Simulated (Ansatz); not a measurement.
## Run report: KNbO$_{3}$, single-point calculation (part 2 of 2)

The same run, continued: KNbO$_{3}$ (P4mm, 10 atoms in the cell); DFT r2SCAN, scalar-relativistic, plane waves, PAW, spin-polarised (Ansatz 0.2.0); cutoff 500 eV, 6×6×6 k-mesh, Gaussian smearing of 0.05 eV, collinear spins. The structure derives from an entry of the Crystallography Open Database.

Geometry of the input (Å; fractional positions):
```
-3.9755  0.0000  4.1084
3.9755  0.0000  4.1084
0.0000  3.9755  -4.1084
K  0.0072  0.0072  0.0000
Nb 0.2485  0.7485  0.5000
O  0.0241  0.5241  0.5000
O  0.0206  0.5206  0.0000
O  0.5206  0.5206  0.5000
K  0.5072  0.5072  0.0000
Nb 0.7485  1.2485  0.5000
O  0.5241  1.0241  0.5000
O  0.5206  1.0206  0.0000
O  1.0206  1.0206  0.5000
```

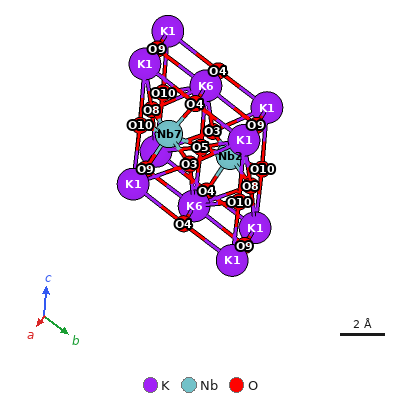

Fig. 1: The structure (ball-and-stick view of the cell of the calculation, seen slightly off an axis; atoms are numbered from 1 in the order of the input). An atom can appear more than once, as a periodic image.

## Output, continued
```
SCF iter   1: F=-15629.889983 eV  HF=-15638.307305 eV  |F-HF|=8.42e0  |Δ(HF+E_count)|=         —  Δρ=4.74e-2 (↑4.74e-2 ↓4.74e-2)  dr2=1.22e1  dr2_τ=3.74e-1  dr2_m=6.78e-1  M=0.000 μB ∫|m|=0.302 μB  β_m=0.30  ethr=3.10e-3  ⟨swp⟩=6.6  Hψ=11815  notcnv=0  defer=14
preconditioner: auto → Resta (q_TF=auto, 2.517 Å⁻¹)  ε∞=3.9  [insulator: Δε(μ)=3.824 eV  Ē_g=14.796 eV  σ=0.050 eV  W_gap=1.00  n_scr=26 (ndim 8)  ℏωp=25.2 eV  f_vac=0.000  D(μ)=0.00/eV (n_scr^D=0)  ε∞_Penn≈3.9]
spin=Collinear: Resta preconditioning applied to the charge; magnetization (m = ρ↑ − ρ↓) channel mixes plain (no charge-response kernel on spin).
SCF iter   2: F=-15634.308184 eV  HF=-15636.445986 eV  |F-HF|=2.14e0  |Δ(HF+E_count)|=    1.86e0  Δρ=3.01e-2 (↑3.01e-2 ↓3.01e-2)  dr2=3.90e0  dr2_τ=7.44e-2  dr2_m=3.35e-1  M=0.000 μB ∫|m|=0.300 μB  β_m=0.30  ethr=3.10e-3  ⟨swp⟩=3.0  Hψ=6135  notcnv=0  defer=276  κ⁻¹=1.0e0(r=1)
SCF iter   3: F=-15635.628484 eV  HF=-15635.849297 eV  |F-HF|=2.21e-1  |Δ(HF+E_count)|=   5.97e-1  Δρ=1.85e-2 (↑1.85e-2 ↓1.85e-2)  dr2=7.39e-1  dr2_τ=4.38e-2  dr2_m=1.71e-1  M=0.000 μB ∫|m|=0.270 μB  β_m=0.30  ethr=3.10e-3  ⟨swp⟩=3.1  Hψ=5216  notcnv=0  defer=278  κ⁻¹=2.7e-2(r=2)
SCF iter   4: F=-15635.832107 eV  HF=-15635.805259 eV  |F-HF|=2.68e-2  |Δ(HF+E_count)|=   4.40e-2  Δρ=9.97e-3 (↑9.97e-3 ↓9.97e-3)  dr2=1.02e-1  dr2_τ=5.32e-3  dr2_m=9.27e-2  M=0.000 μB ∫|m|=0.212 μB  β_m=0.30  ethr=9.24e-4  ⟨swp⟩=2.6  Hψ=6094  notcnv=0  defer=238  κ⁻¹=1.4e-3(r=3)
SCF iter   5: F=-15635.845949 eV  HF=-15635.838997 eV  |F-HF|=6.95e-3  |Δ(HF+E_count)|=   3.37e-2  Δρ=7.21e-3 (↑7.21e-3 ↓7.21e-3)  dr2=4.62e-2  dr2_τ=2.63e-3  dr2_m=4.98e-2  M=0.000 μB ∫|m|=0.173 μB  β_m=0.30  ethr=1.28e-4  ⟨swp⟩=2.2  Hψ=5412  notcnv=0  defer=238  κ⁻¹=9.0e-4(r=4)
SCF iter   6: F=-15635.866274 eV  HF=-15635.850002 eV  |F-HF|=1.63e-2  |Δ(HF+E_count)|=   1.10e-2  Δρ=4.90e-3 (↑4.90e-3 ↓4.90e-3)  dr2=3.51e-3  dr2_τ=1.12e-3  dr2_m=2.78e-2  M=0.000 μB ∫|m|=0.135 μB  β_m=0.30  ethr=5.78e-5  ⟨swp⟩=2.1  Hψ=5800  notcnv=0  defer=234  κ⁻¹=5.1e-5(r=5)
SCF iter   7: F=-15635.869355 eV  HF=-15635.859072 eV  |F-HF|=1.03e-2  |Δ(HF+E_count)|=   9.07e-3  Δρ=3.60e-3 (↑3.60e-3 ↓3.60e-3)  dr2=4.88e-4  dr2_τ=2.18e-4  dr2_m=1.53e-2  M=0.000 μB ∫|m|=0.108 μB  β_m=0.30  ethr=4.39e-6  ⟨swp⟩=2.1  Hψ=4786  notcnv=0  defer=234
Mixer restart at iter 7: flushing history
spin-set hold released at iteration 7 (site moments contracting): the magnetisation degrees of freedom join the quasi-Newton model from the next iteration; the mixer history was flushed
SCF iter   8: F=-15635.870355 eV  HF=-15635.864358 eV  |F-HF|=6.00e-3  |Δ(HF+E_count)|=   5.29e-3  Δρ=2.68e-3 (↑2.68e-3 ↓2.68e-3)  dr2=2.02e-4  dr2_τ=1.05e-4  dr2_m=8.49e-3  M=0.000 μB ∫|m|=0.086 μB  β_m=0.30  ethr=6.09e-7  ⟨swp⟩=2.0  Hψ=4624  notcnv=0  defer=234  κ⁻¹=1.0e0(r=1)
SCF iter   9: F=-15635.871653 eV  HF=-15635.871442 eV  |F-HF|=2.11e-4  |Δ(HF+E_count)|=   7.08e-3  Δρ=4.07e-4 (↑4.07e-4 ↓4.07e-4)  dr2=3.76e-5  dr2_τ=5.45e-6  dr2_m=1.85e-4  M=0.000 μB ∫|m|=0.026 μB  β_m=0.30  ethr=2.52e-7  ⟨swp⟩=3.0  Hψ=6496  notcnv=0  defer=234  κ⁻¹=1.2e-2(r=2)
SCF iter  10: F=-15635.871890 eV  HF=-15635.871808 eV  |F-HF|=8.17e-5  |Δ(HF+E_count)|=   3.66e-4  Δρ=2.46e-4 (↑2.46e-4 ↓2.46e-4)  dr2=5.10e-6  dr2_τ=2.03e-6  dr2_m=7.01e-5  M=0.000 μB ∫|m|=0.016 μB  β_m=0.30  ethr=4.70e-8  ⟨swp⟩=2.0  Hψ=4899  notcnv=0  defer=234  κ⁻¹=3.1e-3(r=3)
SCF iter  11: F=-15635.871915 eV  HF=-15635.871886 eV  |F-HF|=2.94e-5  |Δ(HF+E_count)|=   7.79e-5  Δρ=1.57e-4 (↑1.57e-4 ↓1.57e-4)  dr2=1.50e-6  dr2_τ=8.71e-7  dr2_m=2.90e-5  M=0.000 μB ∫|m|=0.010 μB  β_m=0.30  ethr=6.37e-9  ⟨swp⟩=2.9  Hψ=5624  notcnv=0  defer=234  κ⁻¹=4.6e-4(r=4)
SCF iter  12: F=-15635.871931 eV  HF=-15635.871930 eV  |F-HF|=7.32e-7  |Δ(HF+E_count)|=   4.40e-5  Δρ=2.71e-5 (↑2.71e-5 ↓2.71e-5)  dr2=2.86e-7  dr2_τ=3.63e-8  dr2_m=7.57e-7  M=0.000 μB ∫|m|=0.001 μB  β_m=0.30  ethr=1.87e-9  ⟨swp⟩=3.0  Hψ=6926  notcnv=0  defer=234  κ⁻¹=5.1e-6(r=5)
SCF iter  13: F=-15635.871931 eV  HF=-15635.871931 eV  |F-HF|=3.55e-7  |Δ(HF+E_count)|=   7.20e-7  Δρ=1.60e-5 (↑1.60e-5 ↓1.60e-5)  dr2=4.45e-8  dr2_τ=1.30e-8  dr2_m=2.91e-7  M=0.000 μB ∫|m|=0.001 μB  β_m=0.30  ethr=1.25e-10  ⟨swp⟩=13.0  Hψ=15110  notcnv=0  κ⁻¹=2.8e-6(r=6)
iter 14 did not close the SCF: its close was put off for a magnetic moment that had not settled (scf_convergence_deferred on its scf_iter line)
SCF iter  14: F=-15635.871931 eV  HF=-15635.871931 eV  |F-HF|=4.52e-8  |Δ(HF+E_count)|=   4.71e-7  Δρ=6.03e-6 (↑6.03e-6 ↓6.03e-6)  dr2=1.12e-8  dr2_τ=1.84e-9  dr2_m=4.00e-8  M=0.000 μB ∫|m|=0.000 μB  β_m=0.30  ethr=5.56e-11  ⟨swp⟩=4.2  Hψ=10178  notcnv=0  κ⁻¹=1.1e-6(r=7)
iter 15 did not close the SCF: its close was put off for a magnetic moment that had not settled (scf_convergence_deferred on its scf_iter line)
SCF iter  15: F=-15635.871931 eV  HF=-15635.871931 eV  |F-HF|=4.34e-9  |Δ(HF+E_count)|=   6.05e-8  Δρ=2.89e-6 (↑2.89e-6 ↓2.89e-6)  dr2=4.94e-9  dr2_τ=3.76e-10  dr2_m=8.18e-9  M=0.000 μB ∫|m|=0.000 μB  β_m=0.30  ethr=1.40e-11  ⟨swp⟩=2.3  Hψ=9304  notcnv=0  κ⁻¹=5.8e-7(r=8)
iter 16 did not close the SCF: its close was put off for a magnetic moment that had not settled (scf_convergence_deferred on its scf_iter line)
SCF iter  16: F=-15635.871931 eV  HF=-15635.871931 eV  |F-HF|=2.16e-10  |Δ(HF+E_count)|=   8.94e-9  Δρ=5.81e-7 (↑5.81e-7 ↓5.81e-7)  dr2=8.18e-11  dr2_τ=1.97e-11  dr2_m=3.49e-10  M=0.000 μB ∫|m|=0.000 μB  β_m=0.30  ethr=6.17e-12  ⟨swp⟩=1.4  Hψ=8825  notcnv=0  κ⁻¹=5.0e-8(r=8)
iter 17 did not close the SCF: its close was put off for a magnetic moment that had not settled (scf_convergence_deferred on its scf_iter line)
SCF iter  17: F=-15635.871931 eV  HF=-15635.871931 eV  |F-HF|=1.04e-10  |Δ(HF+E_count)|=  1.80e-10  Δρ=3.31e-7 (↑3.31e-7 ↓3.31e-7)  dr2=2.72e-11  dr2_τ=5.38e-12  dr2_m=1.14e-10  M=0.000 μB ∫|m|=0.000 μB  β_m=0.30  ethr=1.00e-12  ⟨swp⟩=1.0  Hψ=6226  notcnv=0  κ⁻¹=3.2e-7(r=8)
SCF iter  18: F=-15635.871931 eV  HF=-15635.871931 eV  |F-HF|=1.82e-12  |Δ(HF+E_count)|=  1.42e-10  Δρ=4.74e-8 (↑4.73e-8 ↓4.74e-8)  dr2=2.09e-12  dr2_τ=1.39e-13  dr2_m=1.88e-12  M=0.000 μB ∫|m|=0.000 μB  ethr=1.00e-12  ⟨swp⟩=1.0  Hψ=8493  notcnv=0
WARN: the starting moments were not kept: the SCF closed with an absolute magnetisation of 1.3e-6 μB, where they sum to 2 μB in size (2 sites). That is at most 0.1 of that sum. Measured as dr2_m measures the in/out step, that magnetisation stands 1.7e-13 eV from none, at or under the dr2_threshold of 1.0e-7 eV: it is no larger than a step whose dr2_m would equal this threshold. The system may hold no moment; this SCF shows only that its start led to no more than that. To try another start: raise the starting moments (crystal.atoms[].spin, magnetization.per_species, magnetization.initial_magnetization, or on a non-collinear deck that types none of these the spinor_matrix: blocks that start its atoms; where the total moment is fixed, keep their sum and leave initial_magnetization as it is; typed ones take the place of any that the run laid by itself, positive ones on a crystal's lanthanoids without a Hubbard term where scf.initial_density.shell_occupations: [] is typed) or, if the notice of its spin-set hold's release reads "site moments contracting" or "site moments show no strong build", lengthen the hold (scf.mixing.spin_hold: { on: { confirm: 4 } }; for m-r²SCAN on two components see the key's manual first). Each may lead to a state that holds a moment. A second SCF, from the converged charge density, with the starting moments and any scf.initial_density.shell_occupations laid on it anew, would have followed, and was not run: the deck does not ask for one (magnetization.retry_lost_moments is false, the default). To let it run, set magnetization.retry_lost_moments: true and run the deck again, where that key's refused combinations let it; where memory then withholds it, that run's warning says so.
SCF 1 converged in 18 iterations: F = -15635.871931 eV  dr2 = 2.09e-12
  greatest PAW one-centre occupation: 1.001 electrons in one spin orbital (limit 2), on the Nb atom at site 1 (counted from 0), in its partial waves of l = 0
this state was not tested for a lower state beside it, because the mixer in use, unlike msr1, does not test its closes by its own steps (another_mixer; see scf.mixing.algorithm and scf.lower_state_search)
SCF converged after 18 iterations
Magnetization: 0.0000 μB (40.0000 up, 40.0000 down)
Absolute magnetization: 0.0000 μB (∫|ρ↑−ρ↓|, with the PAW one-centre terms)
Spin contamination: 0.0000 ħ² per cell (⟨S²⟩ above its minimum at these occupations)
Per-site moments (μB) at R_I (Å): [(5.9525580489578465e-12, 1.146807964529414), (7.271759610333016e-8, 0.7608731262802165), (-6.425424122662592e-8, 0.7608731262802165), (1.806815468749717e-10, 0.8233686740279177), (1.8068160118196113e-10, 0.8233686740279178), (5.9527464541817866e-12, 1.146807964529414), (-7.287251356248708e-8, 0.7608731262802162), (6.386674503040576e-8, 0.7608731262802162), (1.806815312318692e-10, 0.8233686740279177), (1.806816349614175e-10, 0.8233686740279175)]
Free energy (F): -15635.871931 eV
Harris-Foulkes:  -15635.871931 eV  (|F-HF|=1.82e-12)
Internal energy: -15635.871931 eV  (E = F + TS)
E sigma→0 (E₀):  -15635.871931 eV
Fermi energy:    8.967057 eV
--- Per-component energies (eV) ---
  E_band       = -526.054576
  E_kinetic    = 2354.901759
  E_local      = -4815.034262  (includes V_loc(G=0)·N_el)
  E_nonlocal   = 535.882554
  E_hartree    = 1636.574286
  E_xc         = -1051.866721
  E_vxc        = -1484.984012  (∫ρ·V_xc dr)
  E_paw        = -8711.662497  (= ΣΔE_a)
  E_vpaw       = -482.316887  (= ΣTr[D̂ρ^β])
  E_aug_tail   = 0.006113  (compensation charges beyond the density's cutoff)
  E_vtau       = 92.341532  (kinetic-family band-sum trace: ∫τ·v_τ [+ j·A + Jᵃ·Aᵃ] dr)
  E_ewald      = -5583.704286
  E_core_change = -0.968877  (= ΣΔE_core)
  E_smearing   = -0.000000  (= −TS)
  E_closure    = -0.000000  (closes the sum)
  Σ components = -15635.871931   (vs F -15635.871931, Δ=0.00e0)
--- Forces (eV/Å), atoms counted from 1 ---
  atom   1  K     -0.00000000    -0.00000000    -0.00152438
  atom   2  Nb    -0.00000000     0.00000000     0.00859200
  atom   3  O     -0.00000000     0.00000000    -0.00517528
  atom   4  O      0.00000000     0.00000000    -0.00094821
  atom   5  O      0.00000000     0.00000000    -0.00094821
  atom   6  K     -0.00000000    -0.00000000    -0.00152438
  atom   7  Nb    -0.00000000     0.00000000     0.00859200
  atom   8  O     -0.00000000     0.00000000    -0.00517528
  atom   9  O      0.00000000    -0.00000000    -0.00094821
  atom  10  O     -0.00000000     0.00000000    -0.00094821
  max |Σ_I F_I| component: 8.17e-6 eV/Å
--- Stress (GPa, compression-positive) ---
       -0.047575       0.000000      -0.000000
        0.000000      -0.047575       0.000000
       -0.000000       0.000000       0.001595
  P = ⅓ Tr σ = -0.0312 GPa (-0.312 kbar)
--- Band table (eV; the first three rows and the last of 60) ---
  k-point 0 ↑: bands = ["-48.6425", "-48.6358", "-24.2143", "-24.1181", "-24.1077", "-24.1077", "-23.9559", "-23.9559", "-20.5618", "-20.5125", "-10.2536", "-9.8573", "-9.7976", "-9.0333", "-8.8472", "-8.8472", "-3.5763", "-3.5763", "-3.5377", "-3.3490", "-3.3308", "-3.3308", "2.4686", "2.6879", "3.4376", "3.9159", "4.0273", "4.0273", "5.5586", "5.6318", "5.6318", "6.2179", "6.2179", "6.6791", "6.7282", "7.0605", "7.0605", "7.6878", "7.6878", "7.9660", "9.9681", "10.7482", "10.7482", "13.5714", "13.5714", "13.6895", "13.9272", "13.9719", "15.2244", "16.3846", "16.6145"]
  k-point 1 ↑: bands = ["-48.6419", "-48.6364", "-24.2160", "-24.1168", "-24.1093", "-24.0683", "-23.9979", "-23.9546", "-20.5548", "-20.5163", "-10.1938", "-9.8074", "-9.6681", "-9.1675", "-9.0432", "-8.8634", "-3.5223", "-3.5095", "-3.4723", "-3.3402", "-3.3205", "-3.3044", "2.5942", "2.8951", "3.7095", "3.8795", "4.1152", "4.3418", "4.8550", "5.4996", "5.5895", "5.8818", "6.1428", "6.6204", "6.6511", "6.6599", "6.8546", "7.4690", "7.6702", "7.7158", "10.6481", "10.8268", "11.0004", "13.1934", "13.3230", "13.5526", "13.9636", "14.8694", "15.8233", "16.7672", "16.9630"]
  k-point 2 ↑: bands = ["-48.6406", "-48.6377", "-24.2192", "-24.1141", "-24.1124", "-24.0799", "-23.9881", "-23.9520", "-20.5410", "-20.5239", "-10.1894", "-9.7949", "-9.7306", "-9.1613", "-9.0822", "-8.8951", "-3.4117", "-3.3865", "-3.3236", "-3.3215", "-3.2998", "-3.2510", "2.6004", "3.0436", "3.4015", "3.5888", "4.4143", "4.6524", "5.2395", "5.4612", "5.5779", "5.6776", "5.8664", "6.1385", "6.3297", "6.4317", "6.6689", "6.8842", "7.0084", "7.6633", "10.8065", "11.9497", "12.0445", "12.6801", "12.7804", "13.4975", "13.9449", "15.8854", "16.3986", "17.0418", "17.6393"]
  k-point 29 ↓: bands = ["-48.6410", "-48.6373", "-24.2297", "-24.1120", "-24.1120", "-24.1068", "-23.9524", "-23.9524", "-20.5392", "-20.5229", "-10.2393", "-9.9019", "-9.8410", "-9.0466", "-8.9013", "-8.9013", "-3.3777", "-3.3777", "-3.3049", "-3.3049", "-3.2547", "-3.2063", "2.4580", "2.8150", "2.9692", "3.3736", "4.9206", "4.9206", "4.9983", "4.9983", "5.8736", "5.8976", "5.8976", "6.2364", "6.3070", "6.3693", "6.3693", "7.0959", "7.0959", "7.9364", "10.0614", "12.5610", "12.5610", "12.7064", "12.7064", "13.6381", "13.9476", "14.4674", "16.6045", "17.5666", "17.7491"]
--- Löwdin populations: 10 sites ---
  site symbol       q [e]    m [muB]
     0      K      8.1862     0.0000
     1     Nb     11.4144     0.0000
     2      O      6.7031    -0.0000
     3      O      6.7449     0.0000
     4      O      6.7449     0.0000
     5      K      8.1862     0.0000
     6     Nb     11.4144    -0.0000
     7      O      6.7031     0.0000
     8      O      6.7449     0.0000
     9      O      6.7449     0.0000
  spilling = 0.005162 (of n_electrons = 80.000000)
```

## File populations.tsv
```
# site	symbol	l	j	q_up	q_dn
# orbitals = lowdin
# n_electrons = 80.000000
# spilling = 0.005162
0	K	0_3S	-	0.987618	0.987618
0	K	0_4S	-	0.118683	0.118683
0	K	1_3P	-	2.986791	2.986791
1	Nb	0_4S	-	0.954784	0.954784
1	Nb	0_5S	-	0.214319	0.214319
1	Nb	1_4P	-	2.986350	2.986350
1	Nb	2_4D	-	1.551750	1.551750
2	O	0_2S	-	0.878590	0.878590
2	O	1_2P	-	2.472976	2.472976
3	O	0_2S	-	0.873396	0.873396
3	O	1_2P	-	2.499049	2.499049
4	O	0_2S	-	0.873396	0.873396
4	O	1_2P	-	2.499049	2.499049
5	K	0_3S	-	0.987618	0.987618
5	K	0_4S	-	0.118683	0.118683
5	K	1_3P	-	2.986791	2.986791
6	Nb	0_4S	-	0.954784	0.954784
6	Nb	0_5S	-	0.214319	0.214319
6	Nb	1_4P	-	2.986350	2.986350
6	Nb	2_4D	-	1.551750	1.551750
7	O	0_2S	-	0.878590	0.878590
7	O	1_2P	-	2.472976	2.472976
8	O	0_2S	-	0.873396	0.873396
8	O	1_2P	-	2.499049	2.499049
9	O	0_2S	-	0.873396	0.873396
9	O	1_2P	-	2.499049	2.499049
```

## Summary

```json
{"quantity": "outcome", "value": "converged"}
{"quantity": "space group (tolerance 0.01 Å)", "value": "P4mm (99)"}
{"quantity": "electrons treated", "value": "80"}
{"quantity": "free energy", "value": "−15635.8719 eV"}
{"quantity": "Fermi energy", "value": "8.967 eV"}
{"quantity": "gap on the k-point mesh", "value": "2.00 eV"}
{"quantity": "net moment of the cell", "value": "0.00 μB"}
{"quantity": "integrated absolute moment", "value": "0.00 μB"}
{"quantity": "pressure", "value": "−0.03 GPa"}
{"quantity": "largest force (length of the vector)", "value": "0.009 eV/Å"}
{"quantity": "hardware", "value": "4 threads of Intel Xeon @ 2.50GHz (Skylake/Cascade Lake), 189 GiB of memory available, shared host"}
{"quantity": "wall time", "value": "94 s (CPU time 5.2 min)"}
{"quantity": "peak memory", "value": "1 GiB"}
```

Warnings of the run: some starting moments were not kept; the state was not tested for a lower one.
